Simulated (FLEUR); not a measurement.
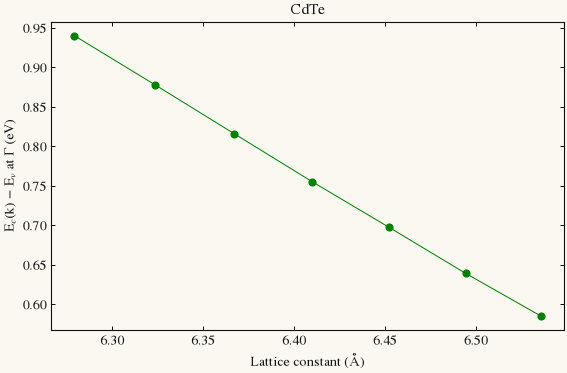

Lowest conduction level at Γ, counted from the valence-band top at Γ.

System: zincblende CdTe, space group F-43m, 2 atoms in the primitive cell. The cell is scaled uniformly. FLEUR MaX-R8.1 (later development tree); PBEsol, all-electron, no spin polarisation, no spin-orbit coupling, 7×7×7 k mesh.

**How does this level move from a = 6.279 Å to a = 6.536 Å?**

Γ falls by 0.36 eV.

**What is the deformation potential dE/d ln V?**

A straight line against ln V has a slope of −3.0 eV at Γ.

The values:
```
       cell  Γ (eV)
a = 6.279 Å    0.94
a = 6.323 Å    0.88
a = 6.367 Å    0.82
a = 6.410 Å    0.76
a = 6.452 Å    0.70
a = 6.494 Å    0.64
a = 6.536 Å    0.58
```

Spin-orbit coupling is left out, which matters for Te. LDA, GGA and most meta-GGA functionals understate gaps.
